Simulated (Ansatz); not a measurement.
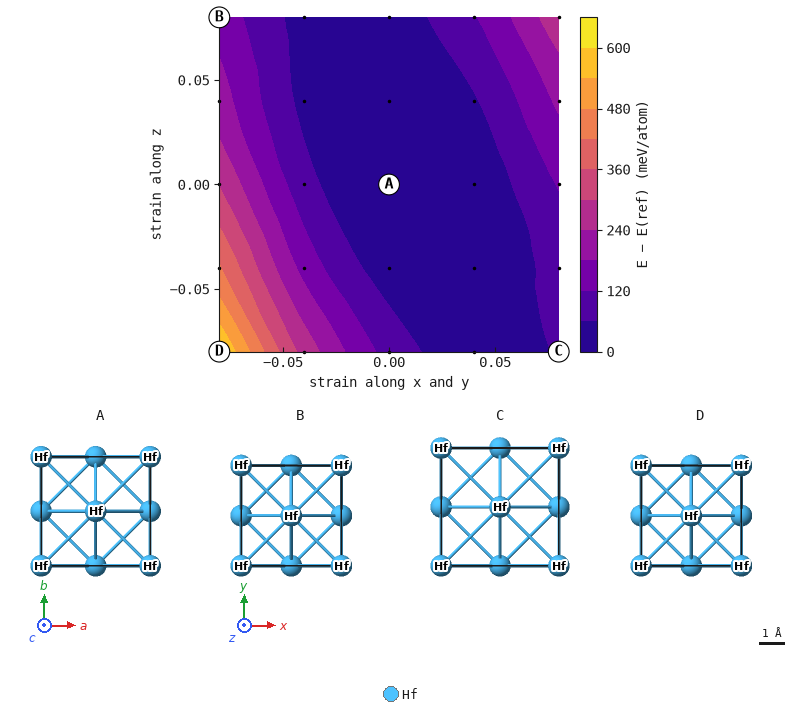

A scan of a crystal of Hf (Fm-3m): the cell is strained equally along x and y and separately along z, with the atoms kept at their fractional coordinates. x, y and z are the Cartesian axes of the input. The map is interpolated between the computed points (dots). The lettered frames are marked on it. The picture is a ball-and-stick view of the conventional cell (4 times the calculation's cell), seen along the c axis. Lengths and directions refer to the drawn axes.

The calculation used DFT r2SCAN, scalar-relativistic, plane waves, PAW (Ansatz). Set-up: plane-wave cutoff 500 eV; k-point mesh 18 × 18 × 18; occupations gaussian; smearing width 0.15 eV; no spin polarisation. Energies (free energies at the smearing named) are counted from the cell as listed in its source, which wasn't relaxed.

Describe the energy landscape.

In pairs of (strain along x and y; strain along z): the lowest computed point lies at (0.000, 0.000) (0 meV/atom), the highest at (−0.080, −0.080) (603 meV/atom). The valley is tilted: raising the in-plane strain is made harder by raising the strain along z (cross term 0.68 of the geometric mean of the two curvatures). Over the ranges scanned the energy rises more along the first axis, the in-plane strain. The pressure runs from −15.5 GPa at (0.080, 0.080) to 44.0 GPa at (−0.080, −0.080). The frames lie at A (0.000, 0.000): 0 meV/atom, B (−0.080, 0.080): 154 meV/atom, C (0.080, −0.080): 63 meV/atom, D (−0.080, −0.080): 603 meV/atom.

The computed points:

Rows: strain along x and y; columns: strain along z; values in meV/atom.

```tsv
	−0.080	−0.040	0.000	0.040	0.080
−0.080	603	426	296	207	154
−0.040	279	161	85	46	37
0.000	99	32	0	1	30
0.040	34	12	19	54	115
0.080	63	81	124	190	279
```
